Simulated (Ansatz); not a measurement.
# Geometry relaxation, with input and output: Ta₂N (part 2 of 2)

The same run, continued: Ta₂N (9 atoms in the cell); DFT LDA, scalar-relativistic, plane waves, PAW, no spin polarisation (Ansatz 0.2.0); cutoff 420 eV, 12×12×8 k-mesh, Gaussian smearing of 0.1 eV. The structure derives from a Materials Project entry.

Geometry of the input (Å; fractional positions):
```
5.2328  0.0000  0.0000
-2.6164  4.5317  0.0000
0.0000  0.0000  4.8769
Ta 0.6667  0.6667  0.7528
Ta 0.0000  0.3333  0.7528
Ta 0.3333  0.0000  0.7528
Ta 0.3333  0.3333  0.2472
Ta 0.0000  0.6667  0.2472
Ta 0.6667  0.0000  0.2472
N  0.6667  0.3333  0.5000
N  0.3333  0.6667  0.5000
N  0.0000  0.0000  0.0000
```

## Output, continued
```
--- Per-component energies (eV) ---
  E_band       = -458.537667
  E_kinetic    = 2611.318511
  E_local      = -3548.499248  (includes V_loc(G=0)·N_el)
  E_nonlocal   = 263.445410
  E_hartree    = 1226.241681
  E_xc         = -1488.182122
  E_vxc        = -1463.618737  (∫ρ·V_xc dr)
  E_paw        = -49251.200663  (= ΣΔE_a)
  E_vpaw       = -773.668168  (= ΣTr[D̂ρ^β])
  E_aug_tail   = 0.001349  (compensation charges beyond the density's cutoff)
  E_ewald      = -9042.040133
  E_core_change = 1.793549  (= ΣΔE_core)
  E_smearing   = -0.013268  (= −TS)
  E_closure    = -0.000000  (closes the sum)
  Σ components = -59227.134934   (vs F -59227.134934, Δ=0.00e0)
--- Forces (eV/Å), atoms counted from 1 ---
  atom   1  Ta    -0.00083115    -0.00143959     0.00064725
  atom   2  Ta    -0.00083115     0.00143959     0.00064725
  atom   3  Ta     0.00166230     0.00000000     0.00064725
  atom   4  Ta     0.00083115     0.00143959    -0.00064725
  atom   5  Ta     0.00083115    -0.00143959    -0.00064725
  atom   6  Ta    -0.00166230    -0.00000000    -0.00064725
  atom   7  N      0.00000000     0.00000000     0.00000000
  atom   8  N     -0.00000000    -0.00000000     0.00000000
  atom   9  N      0.00000000     0.00000000     0.00000000
  max |Σ_I F_I| component: 6.36e-18 eV/Å
--- Stress (GPa, compression-positive) ---
        0.001462       0.000000      -0.000000
        0.000000       0.001462       0.000000
       -0.000000       0.000000       0.015749
  P = ⅓ Tr σ = 0.0062 GPa (0.062 kbar)
--- Band table (eV; the first three rows and the last of 131) ---
  k-point 0: bands = ["-47.9537", "-47.8648", "-47.8480", "-47.8480", "-47.8476", "-47.8476", "-15.3720", "-14.9419", "-14.7482", "-14.7482", "-14.7322", "-14.7322", "-14.6917", "-14.5894", "-14.5543", "-14.4442", "-14.4442", "-14.4251", "-14.4251", "-14.1333", "-14.1333", "-14.0182", "-14.0182", "-13.9707", "2.5005", "4.0278", "4.7359", "11.5346", "12.9656", "12.9656", "13.2053", "13.2053", "13.8996", "13.8996", "14.0024", "14.2645", "14.3323", "17.0842", "17.6127", "17.6127", "18.2873", "18.2873", "18.7562", "19.4249", "19.8171", "19.8171", "19.9301", "20.1661", "20.1661", "21.0252", "21.0252", "22.1191", "22.1191", "23.3297", "23.5298", "23.9903"]
  k-point 1: bands = ["-47.9503", "-47.8682", "-47.8483", "-47.8483", "-47.8473", "-47.8473", "-15.3376", "-14.9283", "-14.8536", "-14.8536", "-14.6742", "-14.6597", "-14.6597", "-14.6111", "-14.5691", "-14.4919", "-14.4919", "-14.3487", "-14.3487", "-14.1245", "-14.1245", "-14.0185", "-14.0185", "-14.0096", "2.5862", "4.0356", "4.6524", "11.5912", "12.4950", "12.4950", "13.5733", "13.5733", "13.8434", "13.9780", "13.9780", "13.9816", "14.8528", "17.1718", "17.6965", "17.6965", "18.2789", "18.2789", "18.6842", "19.3096", "19.5635", "19.5635", "19.9064", "20.3917", "20.3917", "21.2599", "21.2599", "22.0402", "22.0402", "22.8997", "23.5819", "23.8897"]
  k-point 2: bands = ["-47.9408", "-47.8778", "-47.8487", "-47.8487", "-47.8469", "-47.8469", "-15.2404", "-14.9532", "-14.9532", "-14.8897", "-14.6838", "-14.6827", "-14.6827", "-14.6138", "-14.6104", "-14.4504", "-14.4504", "-14.2805", "-14.2805", "-14.1149", "-14.1042", "-14.1042", "-14.0160", "-14.0160", "2.8288", "4.0543", "4.4152", "11.7471", "12.0186", "12.0186", "13.4528", "13.5835", "13.5835", "13.9320", "14.3888", "14.3888", "15.5457", "17.4076", "17.8638", "17.8638", "18.3153", "18.3153", "18.5274", "19.0015", "19.2326", "19.2326", "19.6840", "20.7187", "20.7187", "21.7566", "21.7566", "21.9989", "21.9989", "22.1191", "23.4446", "23.4446"]
  k-point 130: bands = ["-47.8922", "-47.8922", "-47.8918", "-47.8452", "-47.8444", "-47.8444", "-15.0845", "-15.0845", "-15.0050", "-14.7731", "-14.6728", "-14.6728", "-14.6500", "-14.6500", "-14.6197", "-14.4032", "-14.3332", "-14.3332", "-14.2820", "-14.2820", "-14.1890", "-14.0683", "-14.0169", "-14.0169", "3.7546", "3.7546", "3.8122", "11.7178", "11.9561", "11.9561", "13.4938", "13.4938", "14.0586", "14.2116", "14.4743", "14.4743", "16.0548", "16.4288", "16.4288", "16.8099", "17.3787", "17.3787", "18.4553", "18.4553", "18.8335", "20.3754", "20.3754", "21.0554", "22.0660", "22.5084", "22.5084", "22.9534", "22.9534", "23.0203", "23.8447", "23.8447"]
--- Relaxed structure (3 steps of the walk, 2 accepted, 1 SCFs on fresh bases) ---
  F+E_penalty+E_count = -59227.13493424 eV   max|allowed force component| = 1.662e-3 eV/Å   (the final SCF, on the basis selected at the relaxed cell)
  cell:  # Å, volume = 115.6266 Å³
    - [5.2286386010904335, 2.8844572912663848e-11, -1.7237629216555197e-35]
    - [-2.614319300570197, 4.528133855737823, -2.1237634996417936e-35]
    - [-1.6065417548513108e-35, -3.2130835097026215e-35, 4.8837120202365565]
  atoms:
    - { symbol: Ta, position: [0.6667781699606605, 0.6667781699606605, 0.7527186989906982] }
    - { symbol: Ta, position: [-2.7755575615628914e-17, 0.33322183003933925, 0.7527186989906982] }
    - { symbol: Ta, position: [0.3332218300393393, 6.680723409491015e-22, 0.7527186989906982] }
    - { symbol: Ta, position: [0.33322183003933925, 0.3332218300393393, 0.24728130100930168] }
    - { symbol: Ta, position: [-5.551115123125783e-17, 0.6667781699606606, 0.24728130100930168] }
    - { symbol: Ta, position: [0.6667781699606607, -3.706711031536622e-21, 0.24728130100930168] }
    - { symbol: N, position: [0.6666666666666667, 0.33333333333333326, 0.4999999999999999] }
    - { symbol: N, position: [0.3333333333333332, 0.6666666666666666, 0.4999999999999999] }
    - { symbol: N, position: [-1.3351977166946633e-21, -1.51931920296148e-21, -2.4701287968046018e-21] }
```

## Trajectory as extended XYZ (Å, eV, eV/Å), 4 frames, from step=1 to step=4
```
9
Lattice="5.2328 0.0000 0.0000 -2.6164 4.5317 0.0000 0.0000 0.0000 4.8769" Properties=species:S:1:pos:R:3:forces:R:3 step=1 energy=-59227.13456 pressure_GPa=-0.05
Ta    1.7444    3.0215    3.6714    0.0018   0.0031  -0.0155
Ta   -0.8720    1.5103    3.6714    0.0018  -0.0031  -0.0155
Ta    1.7439    0.0000    3.6714   -0.0036   0.0000  -0.0155
Ta    0.8720    1.5103    1.2055   -0.0018  -0.0031   0.0155
Ta   -1.7444    3.0215    1.2055   -0.0018   0.0031   0.0155
Ta    3.4889    0.0000    1.2055    0.0036   0.0000   0.0155
N     2.6164    1.5106    2.4385    0.0000   0.0000   0.0000
N     0.0000    3.0212    2.4385    0.0000   0.0000   0.0000
N     0.0000    0.0000    0.0000    0.0000   0.0000   0.0000
9
Lattice="5.2224 0.0000 0.0000 -2.6112 4.5227 0.0000 0.0000 0.0000 4.8970" Properties=species:S:1:pos:R:3:forces:R:3 step=2 energy=-59227.13352 pressure_GPa=-0.09 accepted=F
Ta    1.7416    3.0165    3.6846   -0.0094  -0.0163   0.0440
Ta   -0.8696    1.5062    3.6846   -0.0094   0.0163   0.0440
Ta    1.7392    0.0000    3.6846    0.0188   0.0000   0.0440
Ta    0.8696    1.5062    1.2124    0.0094   0.0163  -0.0440
Ta   -1.7416    3.0165    1.2124    0.0094  -0.0163  -0.0440
Ta    3.4831    0.0000    1.2124   -0.0188   0.0000  -0.0440
N     2.6112    1.5076    2.4485    0.0000   0.0000   0.0000
N     0.0000    3.0151    2.4485    0.0000   0.0000   0.0000
N     0.0000    0.0000    0.0000    0.0000   0.0000   0.0000
9
Lattice="5.2286 0.0000 0.0000 -2.6143 4.5281 0.0000 0.0000 0.0000 4.8837" Properties=species:S:1:pos:R:3:forces:R:3 step=3 energy=-59227.13498 pressure_GPa=0.01
Ta    1.7432    3.0193    3.6761   -0.0008  -0.0014   0.0007
Ta   -0.8711    1.5089    3.6761   -0.0008   0.0014   0.0007
Ta    1.7423    0.0000    3.6761    0.0017   0.0000   0.0007
Ta    0.8711    1.5089    1.2077    0.0008   0.0014  -0.0007
Ta   -1.7432    3.0193    1.2077    0.0008  -0.0014  -0.0007
Ta    3.4863    0.0000    1.2077   -0.0017   0.0000  -0.0007
N     2.6143    1.5094    2.4419    0.0000   0.0000   0.0000
N     0.0000    3.0188    2.4419    0.0000   0.0000   0.0000
N     0.0000    0.0000    0.0000    0.0000   0.0000   0.0000
9
Lattice="5.2286 0.0000 0.0000 -2.6143 4.5281 0.0000 0.0000 0.0000 4.8837" Properties=species:S:1:pos:R:3:forces:R:3 step=4 energy=-59227.13493 pressure_GPa=0.01
Ta    1.7432    3.0193    3.6761   -0.0008  -0.0014   0.0006
Ta   -0.8711    1.5089    3.6761   -0.0008   0.0014   0.0006
Ta    1.7423    0.0000    3.6761    0.0017   0.0000   0.0006
Ta    0.8711    1.5089    1.2077    0.0008   0.0014  -0.0006
Ta   -1.7432    3.0193    1.2077    0.0008  -0.0014  -0.0006
Ta    3.4863    0.0000    1.2077   -0.0017   0.0000  -0.0006
N     2.6143    1.5094    2.4419    0.0000   0.0000   0.0000
N     0.0000    3.0188    2.4419    0.0000   0.0000   0.0000
N     0.0000    0.0000    0.0000    0.0000   0.0000   0.0000
```

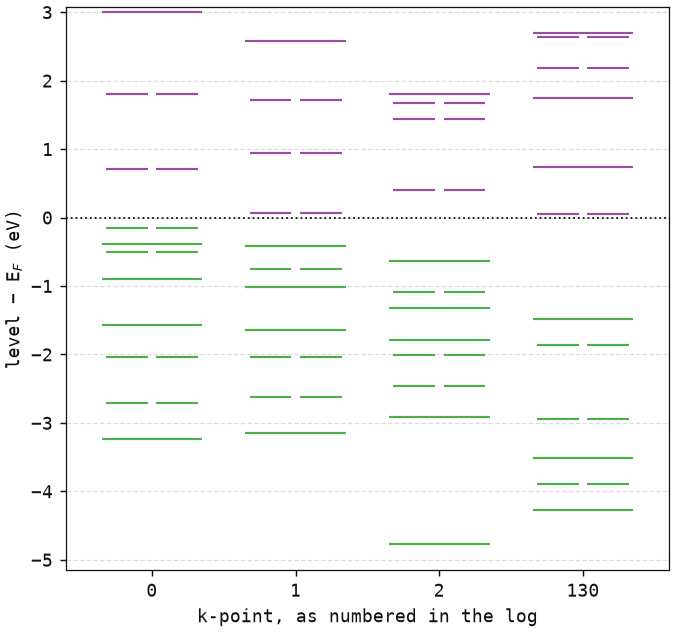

*Kohn–Sham levels near the Fermi level (dotted) at the few k-points that the log prints; levels within 0.02 eV of each other stand side by side.*

The system is metallic on the full mesh.

## Results in brief

- outcome: converged
- space group (tolerance 0.01 Å): P-31m (162)
- electrons treated: 93
- free energy: −59227.1349 eV
- Fermi energy: 20.320 eV
- gap on the k-point mesh: none (metallic)
- pressure: 0.01 GPa
- final volume: 115.63 Å³
- largest force (length of the vector) at the end: 0.002 eV/Å
- final cell: a = 5.229 Å, b = 5.229 Å, c = 4.884 Å, α = 90.00°, β = 90.00°, γ = 120.00°
- wall time: 28 s (CPU time 1.8 min)
- peak memory: 0.94 GiB

## Remarks

Spin–orbit coupling is left out, which matters for Ta. The cell holds an odd number of electrons but the run has no spin polarisation, so a band is left half filled.
